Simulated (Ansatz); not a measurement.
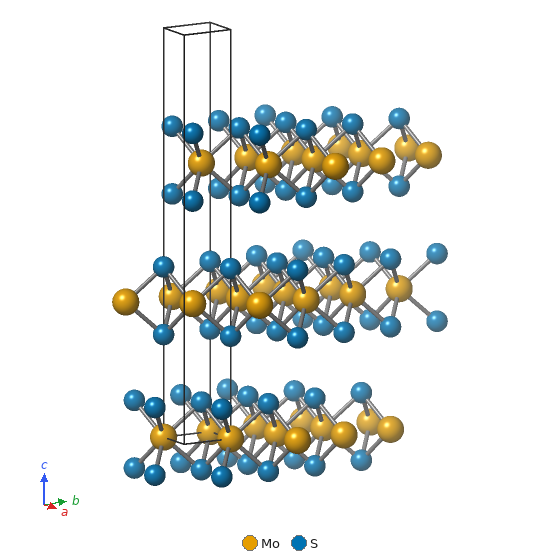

MoS2 (space group R3m, No. 160): the end point of a relaxation with DFT PBEsol, scalar-relativistic, plane waves, PAW in Ansatz 0.2.0.

Bonds are taken as Mo–S below 2.7 Å; no other contact counts. Simplification: prune 0- and 1-connected atoms, fold 2-connected ones into links.

> What kind of net remains, and which atoms are its nodes?

A binodal (3,6)-connected, two-periodic (layers) net: S is a 3-connected node; Mo is a 6-connected node, in the ratio 2:1.

> Which named net is it?

It is the net of the trigonal-prismatic layers of 2H-MoS2.

> How do the layers lie?

The layers lie parallel to (001).

> Give the point symbol of each node (shortest cycle at each angle).

S: 4³; Mo: 4³·6¹².

The simplified net, drawn on the atoms' positions. Nodes are coloured by element. One layer is drawn. Short stubs are edges that leave the cut-out.

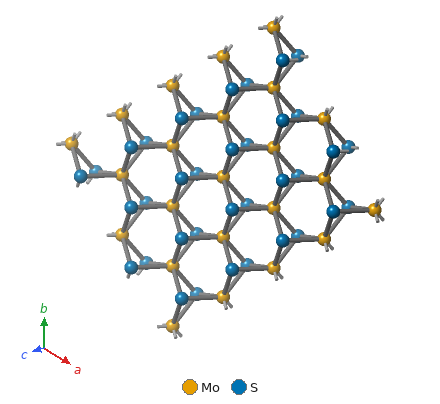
